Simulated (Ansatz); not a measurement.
**Geometry relaxation of Al4N5 (part 4 of 4)**

Al4N5 (slab, 9 atoms in the cell); DFT LDA, scalar-relativistic, plane waves, PAW, PAW set soft_1, spin-polarised (Ansatz 0.2.0); cutoff 420 eV, 9×9×1 k-mesh, Gaussian smearing of 0.05 eV, collinear spins. The structure derives from an entry of the Crystallography Open Database. The input holds or restrains some coordinates. Forces given for the steps count only the free coordinates.

Geometry of the input (Å; fractional positions):
```
3.0887  0.0000  0.0000
-1.5443  2.6749  0.0000
0.0000  0.0000  23.4417
N  0.3333  0.6667  0.1706
Al 0.6667  0.3333  0.1955
N  0.6667  0.3333  0.2761
Al 0.3333  0.6667  0.3010
N  0.3333  0.6667  0.3838
Al 0.6667  0.3333  0.4042
N  0.6667  0.3333  0.4879
Al 0.3333  0.6667  0.5094
N  0.3333  1.0000  0.5785
```

## Output, continued
```
Per-site moments (μB) at R_I (Å): [(-0.3833702387052805, 0.7739423901617168), (-0.00217334300471726, 0.7739423901617168), (-0.03138378969482811, 0.7739423901617168), (-0.0015020333686619257, 0.7739423901617168), (0.009048647295125592, 0.7615374299470405), (0.005237645399566646, 0.7615374299470405), (0.13485205641179335, 0.7645267387100553), (0.007806785420743285, 0.7645267387100553), (1.5939288794943587, 0.806742139133645)]
Free energy (F): -3925.609643 eV
Harris-Foulkes:  -3925.609643 eV  (|F-HF|=4.00e-8)
Internal energy: -3925.604267 eV  (E = F + TS)
E sigma→0 (E₀):  -3925.606955 eV
Entropy (-TS):   -0.005376 eV (-0.597 meV/atom)
Fermi energy:    -0.337106 eV
Dipole field:    D = -0.001998 V/Å  (p = -0.002138 e·Å, saw-weighted, corrected)
Work function:   Φ+ = 7.4892 eV   Φ− = 7.4424 eV
Levels:          The Fermi level and band energies are counted from a zero that moves with the ramp; work functions are not
--- Per-component energies (eV) ---
  E_band       = -237.542524
  E_kinetic    = 742.088057
  E_local      = -16746.164531  (includes V_loc(G=0)·N_el)
  E_nonlocal   = 226.749129
  E_hartree    = 8078.247444
  E_xc         = -445.365882
  E_vxc        = -494.530534  (∫ρ·V_xc dr)
  E_paw        = -2376.039474  (= ΣΔE_a)
  E_vpaw       = -122.180415  (= ΣTr[D̂ρ^β])
  E_aug_tail   = 0.003974  (compensation charges beyond the density's cutoff)
  E_efield     = 0.000002  (sawtooth field / dipole correction)
  E_vefield    = -0.006361  (∫n·V_field dr)
  E_ewald      = 6594.253927
  E_core_change = 0.623086  (= ΣΔE_core)
  E_smearing   = -0.005376  (= −TS)
  E_closure    = 0.000000  (closes the sum)
  Σ components = -3925.609643   (vs F -3925.609643, Δ=0.00e0)
--- Forces (eV/Å), atoms counted from 1 ---
  atom   1  N      0.00029788     0.00037162     2.14541551
  atom   2  Al    -0.00007039    -0.00009134    -2.51033374
  atom   3  N     -0.00060089    -0.00142677     1.06082886
  atom   4  Al    -0.00056241    -0.00151203    -0.41079661
  atom   5  N      0.00455306    -0.00220956    -1.15963465
  atom   6  Al    -0.00116030    -0.00105543     1.27566826
  atom   7  N      0.19715008     0.38563123    -1.80533854
  atom   8  Al     0.13390916    -0.29802541     1.39380026
  atom   9  N     -0.33351499    -0.08168726     0.01042460
  max |Σ_I F_I| component: 3.39e-5 eV/Å
--- Band table (eV; the first three rows and the last of 82) ---
  k-point 0 ↑: bands = ["-16.8489", "-16.1123", "-15.3989", "-13.7759", "-13.3682", "-7.1486", "-5.3811", "-3.6710", "-2.8516", "-2.8439", "-2.4299", "-2.3382", "-2.1199", "-2.1161", "-1.7797", "-0.8792", "-0.7719", "-0.5241", "-0.2501", "-0.2501", "3.3428", "4.5849", "4.9866", "6.2165", "6.6593", "7.1193", "7.4259", "8.1711", "8.5989"]
  k-point 1 ↑: bands = ["-16.6897", "-15.9653", "-15.2728", "-13.7006", "-13.2435", "-7.0019", "-5.3472", "-3.8760", "-3.4388", "-3.0174", "-2.9714", "-2.6658", "-2.4638", "-2.2155", "-1.7350", "-0.9841", "-0.8896", "-0.8050", "-0.5403", "-0.3538", "3.8373", "4.9892", "5.5154", "6.5395", "6.9176", "7.3213", "7.6659", "7.9446", "8.3703"]
  k-point 2 ↑: bands = ["-16.2386", "-15.5548", "-14.9323", "-13.5158", "-12.9025", "-6.6267", "-5.6192", "-4.8019", "-4.4899", "-4.0141", "-3.3733", "-3.0798", "-2.7679", "-2.4654", "-2.2009", "-2.0849", "-1.1307", "-0.9066", "-0.6025", "-0.4920", "4.4710", "5.2010", "5.9955", "6.6293", "6.9601", "7.5038", "7.7508", "8.0438", "8.2262"]
  k-point 40 ↓: bands = ["-15.1320", "-14.4852", "-14.2131", "-12.8236", "-10.6624", "-7.0169", "-6.6708", "-6.0118", "-5.1142", "-4.4669", "-4.1855", "-3.6542", "-3.2926", "-3.1611", "-2.7489", "-1.7513", "-1.1798", "-0.3187", "0.2472", "1.6632", "4.2303", "4.5002", "5.6078", "6.1692", "7.0842", "7.8808", "8.2312", "8.8050", "9.1050"]
--- Relaxed structure (4 steps of the walk, 4 accepted, 0 SCFs on fresh bases) ---
  F+E_penalty+E_count = -3925.60964269 eV   max|allowed force component| = 1.042e-2 eV/Å
  atoms:
    - { symbol: N, position: [0.3333333333000001, 0.6666666667000001, 0.1706357804] }
    - { symbol: Al, position: [0.6666666666999999, 0.33333333330000003, 0.1955203112] }
    - { symbol: N, position: [0.6666666666999999, 0.33333333330000003, 0.2760679086] }
    - { symbol: Al, position: [0.3333333333000001, 0.6666666667000001, 0.3009524394] }
    - { symbol: N, position: [0.3333333333000001, 0.6666666667000001, 0.3837737194] }
    - { symbol: Al, position: [0.6666666666999999, 0.33333333330000003, 0.4041582755] }
    - { symbol: N, position: [0.6666666666999999, 0.33333333330000003, 0.48787408139999994] }
    - { symbol: Al, position: [0.3333333333000001, 0.6666666667000001, 0.5094221312] }
    - { symbol: N, position: [0.33333333330000015, 1.0000000000000002, 0.5803558241093714] }
--- Löwdin populations: 9 sites ---
  site symbol       q [e]    m [muB]
     0      N      5.7518    -0.5947
     1     Al      1.9468     0.0281
     2      N      6.0013    -0.0426
     3     Al      1.9554    -0.0019
     4      N      6.0051     0.0111
     5     Al      1.9351     0.0136
     6      N      5.9637     0.1755
     7     Al      1.9531    -0.0435
     8      N      5.1904     2.1863
  spilling = 0.008034 (of n_electrons = 37.000000)
```

## File populations.tsv
```
# site	symbol	l	j	q_up	q_dn
# orbitals = lowdin
# n_electrons = 37.000000
# spilling = 0.008034
0	N	0_2S	-	0.718725	0.744302
0	N	1_2P	-	1.859786	2.428951
1	Al	0_3S	-	0.293064	0.283169
1	Al	1_3P	-	0.694360	0.676181
2	N	0_2S	-	0.694161	0.695745
2	N	1_2P	-	2.285190	2.326208
3	Al	0_3S	-	0.279241	0.279036
3	Al	1_3P	-	0.697514	0.699629
4	N	0_2S	-	0.686966	0.685282
4	N	1_2P	-	2.321129	2.311714
5	Al	0_3S	-	0.275834	0.272108
5	Al	1_3P	-	0.698524	0.688610
6	N	0_2S	-	0.703530	0.686119
6	N	1_2P	-	2.366098	2.207990
7	Al	0_3S	-	0.272422	0.285653
7	Al	1_3P	-	0.682425	0.712647
8	N	0_2S	-	0.896157	0.855547
8	N	1_2P	-	2.792195	0.646542
```

## Trajectory as extended XYZ (Å, eV, eV/Å), 4 frames, from step=1 to step=4
```
9
Lattice="3.0887 0.0000 0.0000 -1.5443 2.6749 0.0000 0.0000 0.0000 23.4417" Properties=species:S:1:pos:R:3:forces:R:3 step=1 energy=-3925.60130
N     0.0000    1.7832    4.0000    0.0004   0.0004   2.1436
Al    1.5443    0.8916    4.5833   -0.0001  -0.0001  -2.5003
N     1.5443    0.8916    6.4715   -0.0008  -0.0017   1.0342
Al    0.0000    1.7832    7.0549   -0.0007  -0.0015  -0.3843
N     0.0000    1.7832    8.9963    0.0052  -0.0016  -1.1925
Al    1.5443    0.8916    9.4742    0.0000  -0.0009   1.2991
N     1.5443    0.8916   11.4366    0.2248   0.4340  -1.9605
Al    0.0000    1.7832   11.9417    0.2302  -0.4558   1.1709
N    -0.5148    2.6749   13.5618   -0.4590   0.0271   0.3901
9
Lattice="3.0887 0.0000 0.0000 -1.5443 2.6749 0.0000 0.0000 0.0000 23.4417" Properties=species:S:1:pos:R:3:forces:R:3 step=2 energy=-3925.60664
N     0.0000    1.7832    4.0000    0.0004   0.0004   2.1442
Al    1.5443    0.8916    4.5833   -0.0001  -0.0001  -2.5043
N     1.5443    0.8916    6.4715   -0.0007  -0.0016   1.0442
Al    0.0000    1.7832    7.0549   -0.0006  -0.0015  -0.3943
N     0.0000    1.7832    8.9963    0.0049  -0.0019  -1.1797
Al    1.5443    0.8916    9.4742   -0.0005  -0.0009   1.2903
N     1.5443    0.8916   11.4366    0.2133   0.4142  -1.8968
Al    0.0000    1.7832   11.9417    0.1894  -0.3877   1.2665
N    -0.5148    2.6749   13.5791   -0.4060  -0.0209   0.2296
9
Lattice="3.0887 0.0000 0.0000 -1.5443 2.6749 0.0000 0.0000 0.0000 23.4417" Properties=species:S:1:pos:R:3:forces:R:3 step=3 energy=-3925.60964
N     0.0000    1.7832    4.0000    0.0003   0.0004   2.1454
Al    1.5443    0.8916    4.5833   -0.0001  -0.0001  -2.5106
N     1.5443    0.8916    6.4715   -0.0006  -0.0014   1.0607
Al    0.0000    1.7832    7.0549   -0.0006  -0.0015  -0.4108
N     0.0000    1.7832    8.9963    0.0046  -0.0022  -1.1594
Al    1.5443    0.8916    9.4742   -0.0012  -0.0011   1.2754
N     1.5443    0.8916   11.4366    0.1972   0.3857  -1.8052
Al    0.0000    1.7832   11.9417    0.1339  -0.2981   1.3934
N    -0.5148    2.6749   13.6046   -0.3335  -0.0816   0.0107
9
Lattice="3.0887 0.0000 0.0000 -1.5443 2.6749 0.0000 0.0000 0.0000 23.4417" Properties=species:S:1:pos:R:3:forces:R:3 step=4 energy=-3925.60964
N     0.0000    1.7832    4.0000    0.0003   0.0004   2.1454
Al    1.5443    0.8916    4.5833   -0.0001  -0.0001  -2.5103
N     1.5443    0.8916    6.4715   -0.0006  -0.0014   1.0608
Al    0.0000    1.7832    7.0549   -0.0006  -0.0015  -0.4108
N     0.0000    1.7832    8.9963    0.0046  -0.0022  -1.1596
Al    1.5443    0.8916    9.4742   -0.0012  -0.0011   1.2757
N     1.5443    0.8916   11.4366    0.1971   0.3856  -1.8053
Al    0.0000    1.7832   11.9417    0.1339  -0.2980   1.3938
N    -0.5148    2.6749   13.6046   -0.3335  -0.0817   0.0104
```

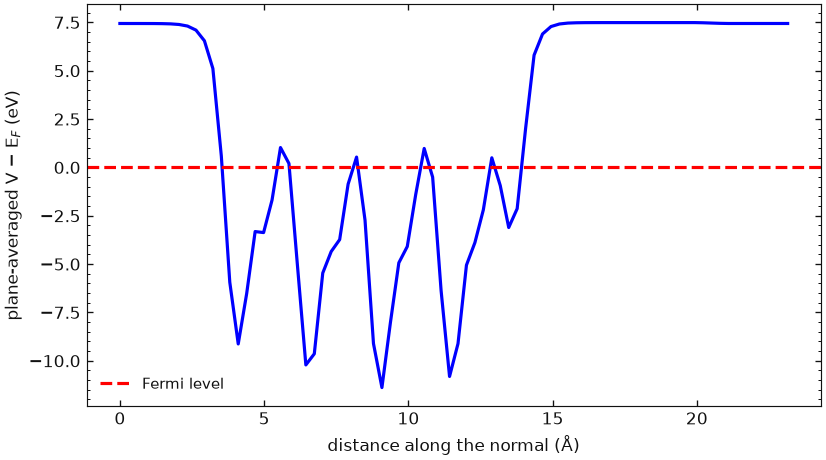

*Plane average of the electrostatic potential energy of an electron across the cell, from the Fermi level.*

The vacuum level lies 7.49 eV above the Fermi level on the upper side and 7.44 eV on the lower.

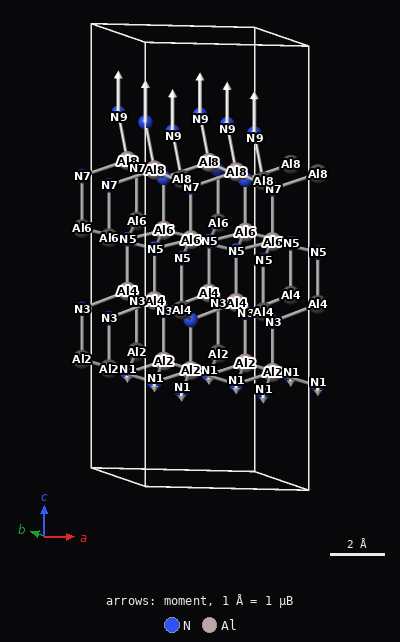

*Magnetic moments of the sites as white arrows (ball-and-stick view of the 2 × 2 repeat of the cell, with the vacuum cut short, seen slightly off an axis; neighbours outside the cell are drawn fainter; atoms are numbered from 1 in the order of the input); small moments hardly show. The run is collinear, so the axis drawn is arbitrary.*

Site moments: N9 (1.59 μB); N1 (−0.38 μB); N7 (0.13 μB). They are counted near the atoms and needn't add up to the moment of the cell.

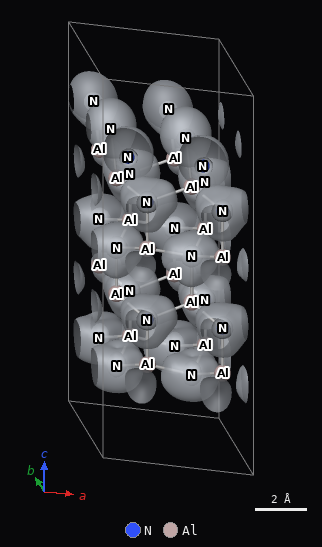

*Isosurface of the ELF at 0.65 (grey), seen at an oblique angle. Only the valence region is drawn (cores and ρ < 0.01 e/Å³ removed). Sticks mark near contacts.*

Values along the shortest contacts: Al–N (1.85 Å): the ELF is about 0.85 at the midpoint. Al–N (1.89 Å): the ELF is about 0.85 at the midpoint. Core electrons are frozen (PAW), so the fields are smoothed inside the atomic spheres.

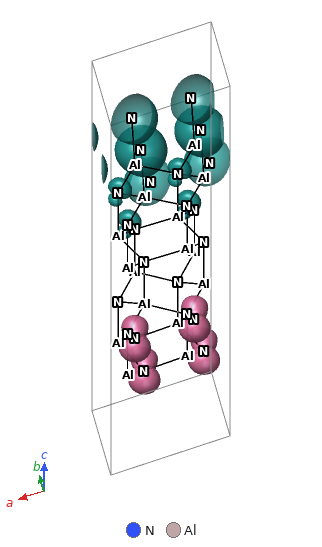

*Isosurfaces of the spin density at +0.08 (teal) and −0.08 e/Å³ (pink), seen at an oblique angle. Sticks mark near contacts.*

The spin density sits on N: +1.6 μB in one cell of 9 atoms. The cell of the calculation (9 atoms) carries 1.7 μB net.

## Summary

| quantity | value |
| --- | --- |
| outcome | converged under the restraints of the input |
| electrons treated | 37 |
| free energy | −3925.6096 eV |
| work function, top face | 7.49 eV |
| work function, bottom face | 7.44 eV |
| Fermi energy | −0.337 eV |
| gap on the k-point mesh | none (metallic) |
| net moment of the cell | 1.74 μB |
| integrated absolute moment | 3.01 μB |
| final volume | 193.67 Å³ |
| work function (upper face) | 7.49 eV |
| largest force (length of the vector) at the end, held atoms and coordinates included | 2.510 eV/Å |
| wall time | 5 min |
| peak memory | 0.62 GiB |

Notes on the run: the PAW datasets were made with another functional; the exchange-correlation potential is rough where the density is thin.
